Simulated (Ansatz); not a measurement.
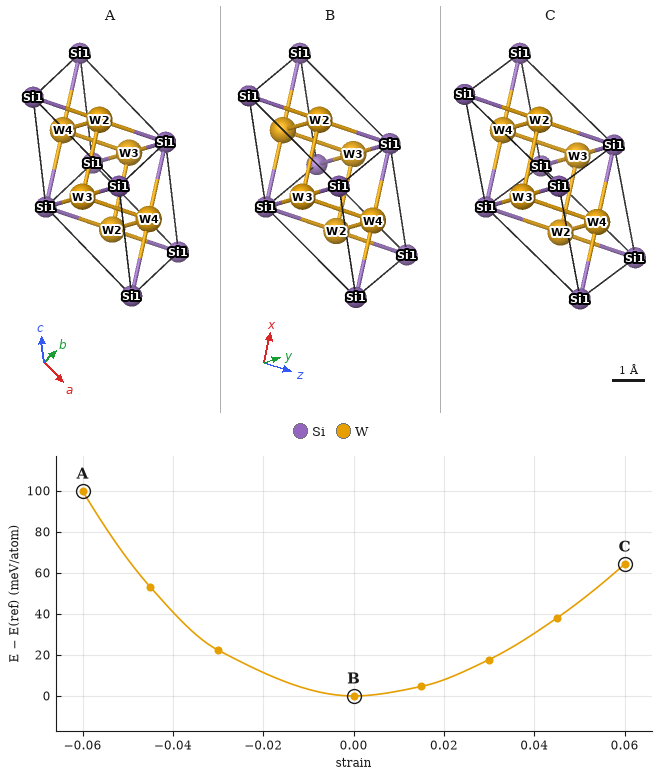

Energy scan for a crystal of SiW$_{3}$ (Im-3m), in which the cell is strained along z alone, with the atoms kept at their fractional coordinates. x, y and z are the Cartesian axes of the input. The lettered frames are marked on the plot. A ball-and-stick model of the cell of the calculation, seen slightly off an axis.

Theory: DFT r2SCAN, scalar-relativistic, plane waves, PAW (Ansatz). Set-up: plane-wave cutoff 500 eV; k-point mesh 14 × 14 × 14; occupations gaussian; smearing width 0.15 eV; no spin polarisation. Energies (free energies at the smearing named) are counted from the relaxed crystal.

Q: What does the scan show?

A: Of the computed points the lowest is at the strain 0.00, 0.0 meV/atom. The end points stand at 99.9 meV/atom (−0.06) and 64.3 meV/atom (0.06). The distortion takes the space group from Im-3m to I4/mmm. At the strain −0.06 the cell of the drawing goes a 4.485 → 4.397 Å, b 4.485 → 4.397 Å, c 4.485 → 4.397 Å, α 109.5° → 107.8°, β 109.5° → 107.8°, γ 109.5° → 112.8°.

The computed points:

| strain | E − E(ref) (meV/atom) |
| --- | --- |
| −0.060 | 99.9 |
| −0.045 | 53.1 |
| −0.030 | 22.3 |
| 0.000 | 0.0 |
| 0.015 | 4.6 |
| 0.030 | 17.7 |
| 0.045 | 38.0 |
| 0.060 | 64.3 |
